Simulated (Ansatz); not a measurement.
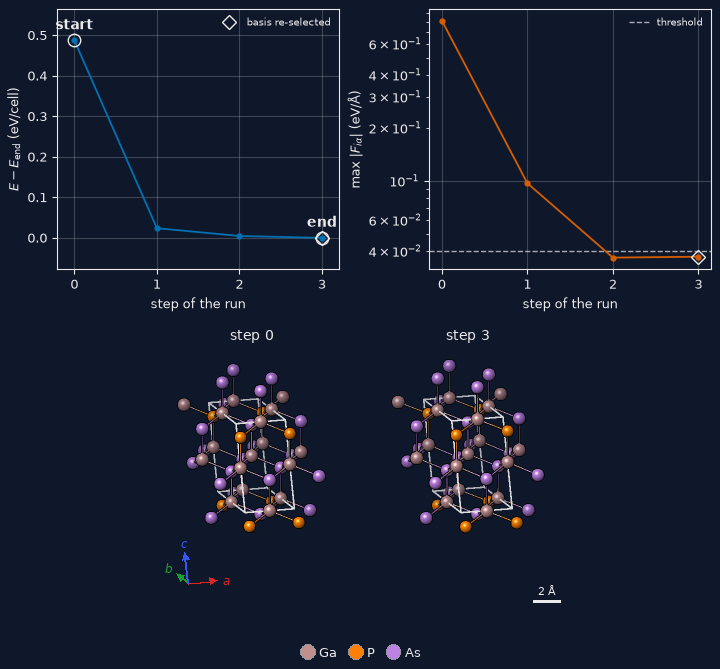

First and last geometry of a relaxation of solid Ga4As3P (a generated structure, set up in Amm2) (coarse preliminary run), with the history of the run. A ball-and-stick model of the cell of the calculation, seen slightly off an axis.

Method: DFT PBE, scalar-relativistic, plane waves, PAW in Ansatz 0.2.0. Set-up: plane-wave cutoff 420 eV; k-point mesh 4 × 4 × 4; occupations gaussian; smearing width 0.1 eV; no spin polarisation; cell and atoms relaxed; force threshold 0.04 eV/Å; at most 70 steps.

### Read the history and describe the run.

It converged. A Ga atom moves most relative to the cell: 0.051 Å along [0 −1 −1]. By element the largest moves are Ga 0.051 Å, As 0.002 Å. P stays in place. Cell: a 3.885 → 4.031 Å (+3.8 %), b = c 6.729 → 6.936 Å (+3.1 %), α 70.5° → 70.8°. Volume +10.4 %. Some distances before and after: As–Ga 2.379 → 2.486 Å, As–Ga 2.379 → 2.464 Å, Ga–P 2.379 → 2.433 Å, Ga–P 2.379 → 2.409 Å. Bond angles that change, for instance: Ga–P–Ga 109.5° → 111.9°, P–Ga–P 109.5° → 111.9°, Ga–As–Ga 109.5° → 111.8°. The space group stays Amm2 (No. 38). The energy falls by 0.487 eV per cell of the calculation in 2 accepted moves (3 points after the start). The largest force component goes from 0.81 to 0.037 eV/Å. The pressure goes from 8.55 to 0.22 GPa. At 1 point the geometry stayed and the basis and grid were re-selected for the new cell (energy shift of 4.7 meV per cell of the calculation at most each time).
